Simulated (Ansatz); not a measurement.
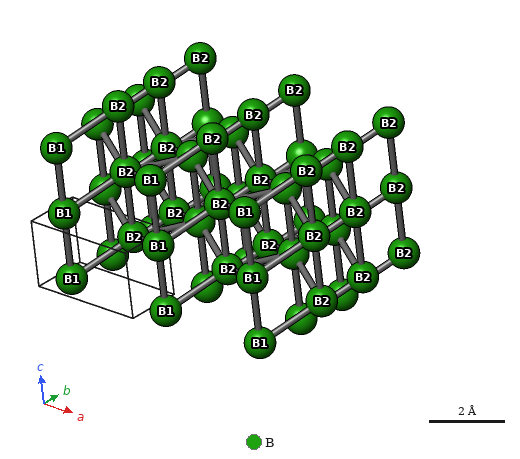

Solid B (built on the Bi_12 type) (coarse preliminary run), before the relaxation. Style: ball-and-stick. Shown: the cell of the calculation, repeated 3 × 3 × 3 with one cell outlined, slightly off an axis.

Case: Bi type (C2/m, No. 12).

Level of theory: DFT PBE, scalar-relativistic, plane waves, PAW in Ansatz.

Input
```yaml
crystal:
  lattice:
    - [2.0274758423, -1.85678351, 0.0]
    - [2.0274758423, 1.85678351, 0.0]
    - [-0.6994569236, 0.0, 1.8795785448]
  atoms:
    - { symbol: B, position: [0.2518, 0.2518, 0.149] }
    - { symbol: B, position: [0.7482, 0.7482, 0.851] }
basis:
  ecutwfc: 420
kpoints:
  mp_grid: { grid: [6, 6, 8] }
hamiltonian:
  xc: pbe
scf:
  occupations: { method: gaussian, width: 0.1 }
  lower_state_search: "off"
output:
  forces: true
  stress: true
  eigenvalues: true
relax:
  adjacent_minimum: "off"
  f_tol: 0.04
  max_steps: 70
  cell: { stress_tol: 0.4 }
```

What does the optimiser find from here?

The largest moves relative to the cell, 0.35 Å, are those of B1 and B2. B1 goes along [2 2 3]. The drawn cell changes as follows: a = b 2.749 → 2.904 Å (+5.6 %), c 2.006 → 1.660 Å (−17.2 %), α 104.9° → 90.0°, β 104.9° → 90.0°, γ 85.0° → 73.8°; the volume changes by −5.0 %. Near-neighbour distances that change, for instance: B1–B2 1.917 → 3.066 Å, B1–B2 (another image) 2.291 → 1.885 Å, B1–B1 2.006 → 1.660 Å, B1–B2 (another image) 2.333 → 2.031 Å. Bond angles that change, for instance: B2–B1–B2 144.6° → 118.3°, B2–B1–B2 96.5° → 117.3°, B1–B1–B2 72.3° → 65.9°. The space group (tolerance 0.01 Å) goes from C2/m (No. 12) to Cmcm (No. 63). Over 16 accepted moves (18 points after the start) the energy falls by 671 meV per atom. The largest force component goes from 0.63 to 0.0012 eV/Å. The pressure goes from −16.35 to 0.08 GPa. The SCF was repeated twice at an unchanged geometry on a basis and grid sized afresh for the cell, which shifted the energy by 19.6 meV per atom at most.

History of the run:

```
step  E − E(0), meV/atom  largest force component, eV/Å  pressure, GPa  volume, Å³/atom                      note
   0                0.00                         0.6294         -16.35            7.076                          
   1              -85.04                         0.6852         -13.31            6.762                          
   2             -167.06                         0.7537          -8.27            6.460                          
   3             -256.60                         0.6305           0.21            6.172                          
   4             -319.42                         0.2836          11.06            6.002                          
   5             -384.18                         0.4472           9.68            6.193                          
   6             -477.83                         0.6515          13.71            6.325                          
   7             -542.69                         0.4657          14.84            6.519                          
   8             -591.12                         0.2993          -1.42            6.920                          
   9             -631.37                         0.1979           0.97            6.826                          
  10             -639.62                         0.2644           0.37            6.693                          
  11             -648.63                         0.0684          -1.95            6.744                          
  12             -649.60                         0.0532           1.41            6.591                          
  13             -650.10                         0.0154          -0.14            6.656                          
  14             -669.74                         0.0269           1.73            6.656  same geometry, new basis
  15             -670.96                         0.0604           0.48            6.706                          
  16             -671.07                         0.0016           0.33            6.713                          
  17             -671.07                         0.0015           0.04            6.720                          
  18             -671.23                         0.0012           0.08            6.720  same geometry, new basis
```

The structure at the end:

```
B
1.0
     2.27247   -1.74334    0.47732
     2.27247    1.74334    0.47732
    -0.34148    0.00000    1.62440
B
2
Cartesian
  1.3588 0.0000 0.7094
  2.8446 0.0000 1.8697
```

After the run, drawn alike:

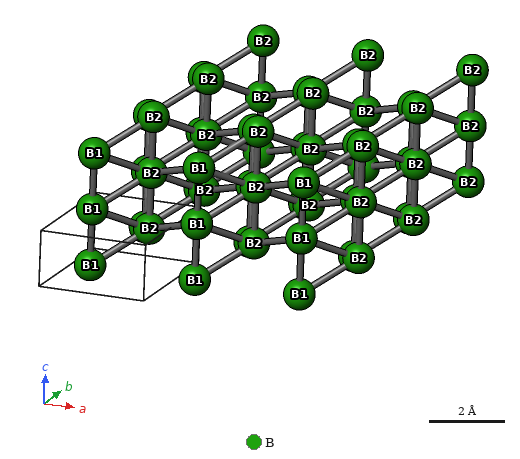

Limits of the set-up: the k-point mesh is coarse for a cell with partly filled bands.
